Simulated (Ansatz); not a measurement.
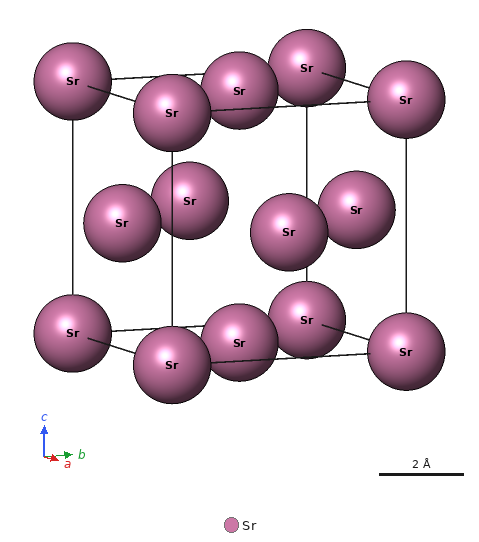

**Figure 1.** The structure as given in the input (spheres-only view of the cell 4 times as large as that of the calculation, set on its symmetry axes, seen slightly off an axis). An atom can appear more than once, as a periodic image.

## Sr: field-gradient calculation

- system: Sr (Fm-3m, 1 atom in the cell)
- method: DFT, LDA, PAW with Ansatz's default frozen-core files, scalar-relativistic, no spin polarisation (Ansatz 0.2.0)

The structure derives from an entry of the Crystallography Open Database. It belongs to a series of runs on one base structure; here: volume scaled by 0.99, PAW files.

The input
```yaml
crystal:
  lattice:
    - [0.0, 3.0321748404, 3.0321748404]
    - [3.0321748404, 0.0, 3.0321748404]
    - [3.0321748404, 3.0321748404, 0.0]
  atoms:
    - { symbol: Sr, position: [0.0, 0.0, 0.0] }
kpoints:
  mp_grid: { grid: [10, 10, 10] }
scf:
  occupations: { method: fermi_dirac, width: 0.08 }
hamiltonian:
  xc: lda
  pseudopotentials: { kind: paw }
output:
  forces: true
  stress: true
  eigenvalues: true
  efg: { contact_densities: true }
  write_density: true
  write_potential: true
  elf: true
  volumetric_format: npy
```

Machine: 1 thread of Intel Xeon (Sapphire Rapids), 64 GiB of memory available, shared host.

Launched with:
```bash
ansatz run input.yaml --threads 1 --pin off --max-ram 3072MiB --backend cpu --events-out ev --progress --plain --runs-dir out
```

The program's output
```
Sr: output.efg is read without spin–orbit coupling, which moves field gradients at and beside such atoms by some per cent and up to a factor of two; PAW files take it under magnetization.noncollinear and magnetization.spin_orbit
Engine: ansatz 0.2.0, x86_64-unknown-linux-gnu
Pseudopotentials: kind: paw
Pseudopotential: Sr, paw, valence charge 10, recommended cutoff 420 eV (normal), Sr.paw.azcp
Functional definition: SPW92
  exchange = slater_x
  correlation = pw_c
Crystal: 1 atoms, lattice volume = 55.756 Å³
Basis set: ecut = 420 eV, 1067 PW (Γ)
Bands: 9, of which v1, the nominal top of the filled ones, is band 5 counted from 1 (4 counted from 0)
Symmetry: 48 space group operations
Space group: Fm-3m (ITA 225), of the structure as read, at distance tolerance 3.8e-5 Å
k-points: 47 of 1000
Non-local potential: Sr, projectors of the file, l = 0: 3, l = 1: 2, l = 2: 2
PAW form: soft (Blöchl's): semilocal exchange-correlation on the pseudo side does not see the compensation charge
PAW frozen core: Sr, regenerated for the run's functional, and the local potential with it (the file was generated under x = pbe(κ = 0.804, μ = 0.2195149727645171), c = pbe(β = 0.06672455060314922))
PAW one-centre angular grid: Sr, 110 points (default); XC on 64 Gauss nodes
Initial density: superposition of atomic densities (neutral atoms: chi_scale 0, normalization atom), corrected by the library's trained network
Initial wavefunctions: pseudopotential atomic-orbital guess
Functional: x = slater, c = lda
SCF iter   1: F=—  HF=-3444.292650 eV  |F-HF|=—  |Δ(HF+E_count)|=         —  Δρ=3.22e-3  dr2=1.87e-3  ethr=1.77e-3  ⟨swp⟩=6.4  Hψ=3677  notcnv=0
preconditioner: auto → none  [metal: Δε(μ)=0.031 eV  Ē_g=3.454 eV  σ=0.080 eV  W_gap=0.10  n_scr=8 (ndim 8)  ℏωp=7.0 eV  f_vac=0.000  D(μ)=1.34/eV (n_scr^D=14)  sad-step TF]
SCF iter   2: F=—  HF=-3444.292744 eV  |F-HF|=—  |Δ(HF+E_count)|=   9.39e-5  Δρ=1.65e-3  dr2=6.11e-4  ethr=1.87e-5  ⟨swp⟩=2.1  Hψ=963  notcnv=0
SCF iter   3: F=—  HF=-3444.292844 eV  |F-HF|=—  |Δ(HF+E_count)|=   1.01e-4  Δρ=2.57e-4  dr2=3.34e-5  ethr=6.11e-6  ⟨swp⟩=2.4  Hψ=676  notcnv=0
SCF iter   4: F=—  HF=-3444.292838 eV  |F-HF|=—  |Δ(HF+E_count)|=   6.78e-6  Δρ=5.11e-5  dr2=8.97e-7  ethr=3.34e-7  ⟨swp⟩=2.0  Hψ=656  notcnv=0
iter 5 did not close the SCF: its close was put off for the readings that it lacked (scf_convergence_deferred on its scf_iter line)
SCF iter   5: F=-3444.292838 eV  HF=-3444.292838 eV  |F-HF|=8.75e-9  |Δ(HF+E_count)|=   3.30e-7  Δρ=6.60e-6  dr2=2.96e-8  ethr=8.97e-9  ⟨swp⟩=2.2  Hψ=511  notcnv=0
SCF iter   6: F=-3444.292838 eV  HF=-3444.292838 eV  |F-HF|=4.39e-10  |Δ(HF+E_count)|=  6.73e-11  Δρ=1.04e-6  dr2=7.12e-10  ethr=2.96e-10  ⟨swp⟩=7.9  Hψ=3180  notcnv=0
SCF 1 converged in 6 iterations: F = -3444.292838 eV  dr2 = 7.12e-10
  greatest PAW one-centre occupation: 0.988 electrons in one spin orbital (limit 2), on the Sr atom at site 0 (counted from 0), in its partial waves of l = 0
SCF converged after 6 iterations
Free energy (F): -3444.292838 eV
Harris-Foulkes:  -3444.292838 eV  (|F-HF|=4.39e-10)
Internal energy: -3444.264948 eV  (E = F + TS)
E sigma→0 (E₀):  -3444.278893 eV
Entropy (-TS):   -0.027890 eV (-27.890 meV/atom)
Fermi energy:    4.773059 eV
--- Per-component energies (eV) ---
  E_band       = -139.185696
  E_kinetic    = 241.269954
  E_local      = -779.153250  (includes V_loc(G=0)·N_el)
  E_nonlocal   = 207.057078
  E_hartree    = 196.765587
  E_xc         = -168.988203
  E_vxc        = -158.416146  (∫ρ·V_xc dr)
  E_paw        = -2597.178276  (= ΣΔE_a)
  E_vpaw       = -43.473844  (= ΣTr[D̂ρ^β])
  E_aug_tail   = -0.000002  (compensation charges beyond the density's cutoff)
  E_ewald      = -544.331972
  E_core_change = 0.294135  (= ΣΔE_core)
  E_smearing   = -0.027890  (= −TS)
  E_closure    = -0.000000  (closes the sum)
  Σ components = -3444.292838   (vs F -3444.292838, Δ=0.00e0)
--- Forces (eV/Å), atoms counted from 1 ---
  atom   1  Sr     0.00000000    -0.00000000     0.00000000
  max |Σ_I F_I| component: 1.12e-30 eV/Å
--- Stress (GPa, compression-positive) ---
       -1.471403       0.000000       0.000000
        0.000000      -1.471403      -0.000000
        0.000000       0.000000      -1.471403
  P = ⅓ Tr σ = -1.4714 GPa (-14.714 kbar)
--- PAW observables at the nuclei: V_zz in 10²¹ V/m², potentials from the cell's mean, atoms counted from 1 ---
  atom   1  Sr V_zz =    +0.000000   η = 0.0000   by run symmetry: forbidden
            electrostatic potential = -5503.766413 V   contact ρ = 399289.663516 e/Å³
--- Band table (eV; the first three rows and the last of 47) ---
  k-point 0: bands = ["-31.7895", "-13.6990", "-13.6990", "-13.6990", "1.1210", "7.0080", "7.0080", "7.0080", "8.4414"]
  k-point 1: bands = ["-31.7883", "-13.7177", "-13.7015", "-13.7015", "1.2804", "6.7763", "7.0805", "7.0805", "8.3500"]
  k-point 2: bands = ["-31.7850", "-13.7663", "-13.7081", "-13.7081", "1.7366", "6.2638", "7.1824", "7.1824", "8.2882"]
  k-point 46: bands = ["-31.7719", "-13.8413", "-13.8073", "-13.7706", "4.7442", "5.2754", "5.4965", "7.0753", "9.7719"]
```

File rho_z.tsv
```
# z_ang	rho[e/angstrom^3]
# format = ansatz-planar-average/11
# lattice	0.000000000	3.032174840	3.032174840
# lattice	3.032174840	0.000000000	3.032174840
# lattice	3.032174840	3.032174840	0.000000000
# sites	1
# site	38	0.000000000	0.000000000	0.000000000
0.000000	4.112667e-1
0.142938	4.080595e-1
0.285876	3.945495e-1
0.428814	3.635803e-1
0.571752	3.133080e-1
0.714690	2.509146e-1
0.857629	1.885228e-1
1.000567	1.362187e-1
1.143505	9.818758e-2
1.286443	7.341215e-2
1.429381	5.848732e-2
1.572319	4.992502e-2
1.715257	4.514696e-2
1.858195	4.256652e-2
2.001133	4.130780e-2
2.144071	4.093305e-2
2.287009	4.130780e-2
2.429948	4.256652e-2
2.572886	4.514696e-2
2.715824	4.992502e-2
2.858762	5.848732e-2
3.001700	7.341215e-2
3.144638	9.818758e-2
3.287576	1.362187e-1
3.430514	1.885228e-1
3.573452	2.509146e-1
3.716390	3.133080e-1
3.859329	3.635803e-1
4.002267	3.945495e-1
4.145205	4.080595e-1
```

File v_z.tsv
```
# z_ang	v_es[eV]	v_tot[eV]
# format = ansatz-planar-average/11
# xc	lda
# density_cutoff_ev	1680
# datasets	Sr=:simpson_from_first_knot:soft:shift=-1598758
# lattice	0.000000000	3.032174840	3.032174840
# lattice	3.032174840	0.000000000	3.032174840
# lattice	3.032174840	3.032174840	0.000000000
# sites	1
# site	38	0.000000000	0.000000000	0.000000000
0.000000	-9.765722e0	-1.957347e1
0.142938	-9.258014e0	-1.899213e1
0.285876	-7.817624e0	-1.734158e1
0.428814	-5.683600e0	-1.488904e1
0.571752	-3.212789e0	-1.202712e1
0.714690	-8.004569e-1	-9.184142e0
0.857629	1.235776e0	-6.703728e0
1.000567	2.758973e0	-4.746073e0
1.143505	3.834713e0	-3.270340e0
1.286443	4.631967e0	-2.129551e0
1.429381	5.273052e0	-1.213615e0
1.572319	5.776467e0	-5.053484e-1
1.715257	6.146262e0	5.903418e-3
1.858195	6.404129e0	3.527323e-1
2.001133	6.556445e0	5.527826e-1
2.144071	6.607151e0	6.183549e-1
2.287009	6.556445e0	5.527826e-1
2.429948	6.404129e0	3.527323e-1
2.572886	6.146262e0	5.903418e-3
2.715824	5.776467e0	-5.053484e-1
2.858762	5.273052e0	-1.213615e0
3.001700	4.631967e0	-2.129551e0
3.144638	3.834713e0	-3.270340e0
3.287576	2.758973e0	-4.746073e0
3.430514	1.235776e0	-6.703728e0
3.573452	-8.004569e-1	-9.184142e0
3.716390	-3.212789e0	-1.202712e1
3.859329	-5.683600e0	-1.488904e1
4.002267	-7.817624e0	-1.734158e1
4.145205	-9.258014e0	-1.899213e1
```

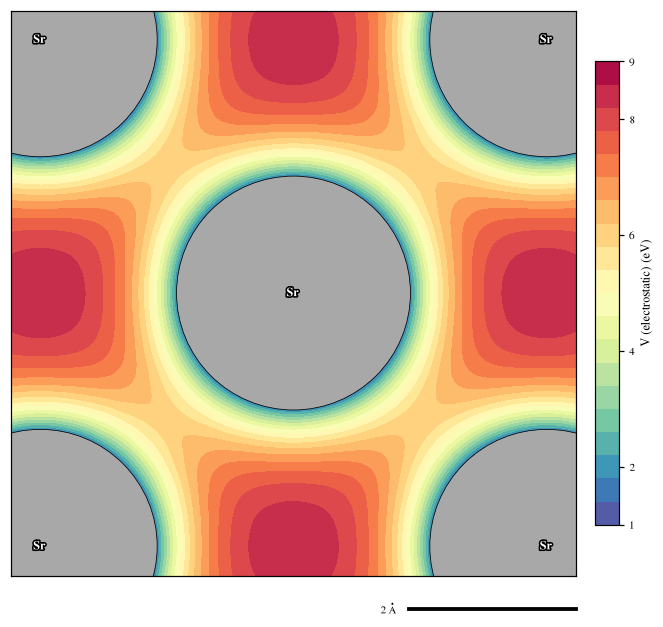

**Figure 2.** Electrostatic potential energy of an electron on the (010) plane of the conventional cell. Grey discs, where drawn, cover atomic cores. Atoms in the plane: Sr. Outside the cores the potential energy rises away from the atoms and is highest about 3.0 Å from the nearest atoms; outside the discs it spans about 7 eV, and its zero is arbitrary. Core electrons are frozen (PAW), so the fields are smoothed inside the atomic spheres.

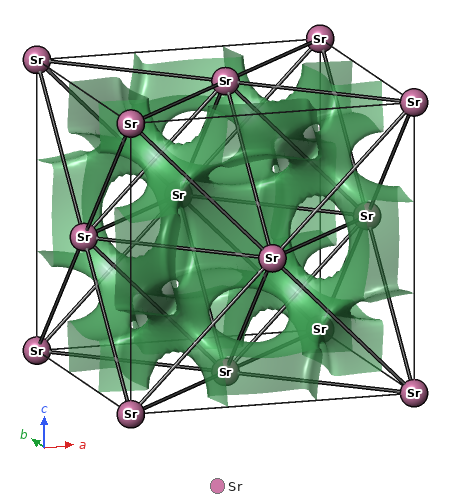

**Figure 3.** Isosurface of the ELF at 0.4 (green), seen slightly off an axis. Core shells and regions of very low density are left out. Sticks mark near contacts. The outline is the cell set on symmetry axes. Profiles from the grid: Sr–Sr (4.29 Å): the ELF is about 0.30 at the midpoint (no shared electron pair).

Summary

| quantity | value |
| --- | --- |
| outcome | converged |
| space group (tolerance 0.01 Å) | Fm-3m (225) |
| electrons treated | 10 |
| free energy | −3444.2928 eV |
| Fermi energy | 4.773 eV |
| pressure | −1.47 GPa |
| field gradient V_zz (10²¹ V/m²) | zero at all sites |
| largest force (length of the vector) | under 0.001 eV/Å |
| wall time | 1.9 s |
| peak memory | 0.37 GiB |

The program warns: the field gradients leave out spin–orbit coupling.
